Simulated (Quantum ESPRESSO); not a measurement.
**Energy of PbS along an even scaling of the cell**

System: PbS (4 atoms in the cell).
Method: Kohn-Sham DFT of a periodic cell, PBEsol, PseudoDojo 0.4.1 SR PBEsol standard, no spin polarisation (Quantum ESPRESSO 7.5).

The 7 runs differ only in the geometry, by an even scaling of the cell at fixed fractional positions. The structure derives from a Materials Project entry.

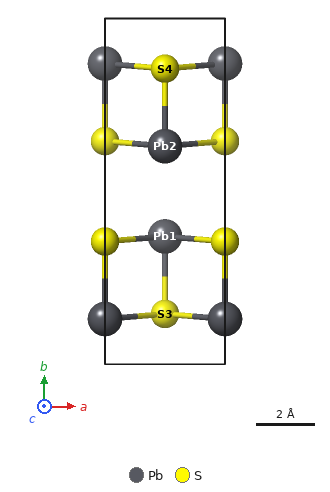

Figure 1. The structure of run 4 (ball-and-stick view of the cell 2 times as large as that of the calculation, set on its symmetry axes, along the c axis; atoms are numbered from 1 in the order of the input).

### Input of run 4
```
&CONTROL
  calculation = 'scf'
  prefix = 'pwscf'
  outdir = './tmp'
  pseudo_dir = './pseudo'
  tprnfor = .true.
  tstress = .true.
  disk_io = 'nowf'
/
&SYSTEM
  ibrav = 0
  nat = 4
  ntyp = 2
  ecutwfc = 56
  nbnd = 28
  occupations = 'smearing'
  smearing = 'fd'
  degauss = 0.00367493
/
&ELECTRONS
  conv_thr = 8d-10
  electron_maxstep = 120
  mixing_beta = 0.5
/
ATOMIC_SPECIES
Pb   207.2000 Pb.upf
S     32.0600 S.upf
CELL_PARAMETERS angstrom
   2.0799526950   -5.9912968650    0.0000000000
   2.0799526950    5.9912968650    0.0000000000
   0.0000000000    0.0000000000    4.2793209400
ATOMIC_POSITIONS crystal
Pb     0.1305633500    0.8694366500    0.2500000000
Pb     0.8694366500    0.1305633500    0.7500000000
S      0.3547970900    0.6452029100    0.2500000000
S      0.6452029100    0.3547970900    0.7500000000
K_POINTS automatic
7 7 6 0 0 0
```

Command:
```bash
OMP_NUM_THREADS=1 pw.x -in pw.in > pw.out
```

Run 6 differs from it as follows:
```diff
-   2.0799526950   -5.9912968650    0.0000000000
-   2.0799526950    5.9912968650    0.0000000000
-   0.0000000000    0.0000000000    4.2793209400
+   2.1073236324   -6.0701387599    0.0000000000
+   2.1073236324    6.0701387599    0.0000000000
+   0.0000000000    0.0000000000    4.3356342523
```

### Results, with one run withheld

| run | volume per atom (Å³) | free energy per atom, from the lowest run given (meV) | pressure (GPa) | gap on the mesh (eV) |
| --- | --- | --- | --- | --- |
| 1 | 25.064 | 3.84 | 1.82 | 1.00 |
| 2 | 25.597 | 0.00 | 0.50 | 1.05 |
| 3 | 26.130 | 0.34 | −0.69 | 1.10 |
| 4 | 26.664 | 4.42 | −1.75 | 1.15 |
| 5 | 27.197 | 11.85 | −2.70 | 1.19 |
| 6 | 27.730 | ? | ? | ? |
| 7 | 28.263 | 35.36 | −4.31 | 1.24 |

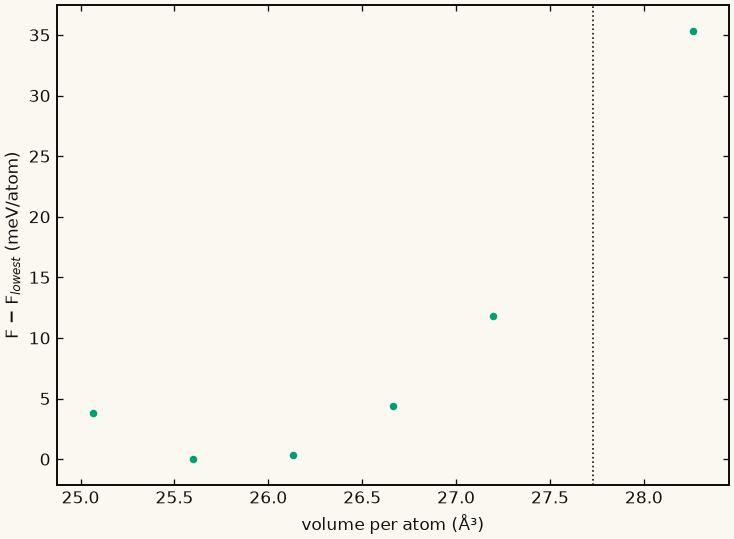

Figure 2. Free energy per atom of the runs given; the dotted line marks run 6.

Fit the runs given and predict run 6.

A cubic polynomial in V^(−2/3) (the Birch–Murnaghan form), fitted to the 6 runs given, misses them by under 0.01 meV per atom. With x = V^(−2/3) − 0.11264 Å⁻², it reads F = 2.38 − 2946 x + 7.95e+05 x² + 1.3903e+06 x³ (meV per atom). At run 6 it gives 22.27 meV per atom, and the run itself gives 22.27. The slope of the fit gives a pressure −dF/dV of −3.55 GPa there, and the run prints −3.55 GPa. The fit has its minimum at 25.816 Å³ per atom, where V d²F/dV² gives 58 GPa. Cell shape and fractional positions are held, so this is the stiffness under even scaling; the relaxed bulk modulus wasn't computed and can be far lower in a crystal of layers, chains or molecules like this one. The gap on the mesh goes, without turning, from 1.00 eV in run 1 to 1.24 eV in run 7; run 6 has 1.22 eV. These are gaps of this functional on this mesh, which can miss the band edges; they aren't the measured gap.

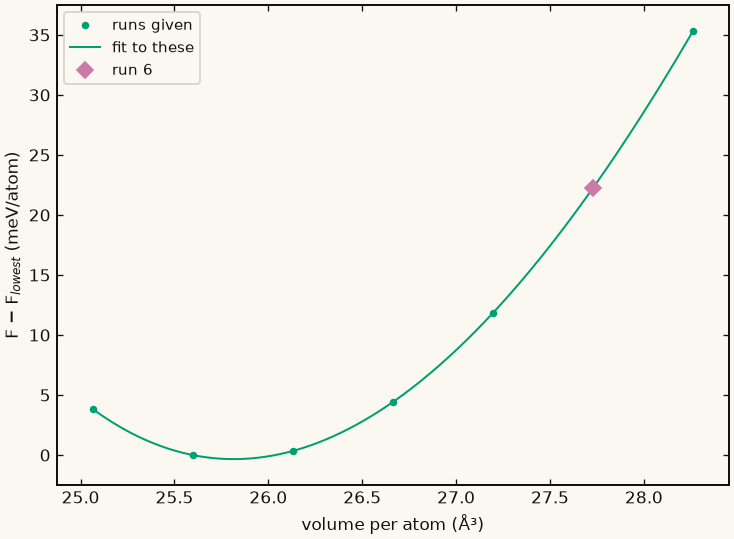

Figure 3. The fit and the withheld run.

### Some lines of the output (run 6)
```
[...]
     total energy              =    -325.20419680 Ry
     total energy              =    -325.27358943 Ry
     total energy              =    -325.28481756 Ry
     total energy              =    -325.28518481 Ry
     total energy              =    -325.28526446 Ry
     total energy              =    -325.28526894 Ry
     total energy              =    -325.28526953 Ry
     total energy              =    -325.28526980 Ry
     total energy              =    -325.28526981 Ry
     the Fermi energy is     7.6325 ev
!    total energy              =    -325.28526981 Ry
     The total energy is F=E-TS. E is the sum of the following terms:
     Computing stress (Cartesian axis) and pressure
          total   stress  (Ry/bohr**3)                   (kbar)     P=      -35.52
```

Notes: Spin–orbit coupling is left out, which matters for Pb.
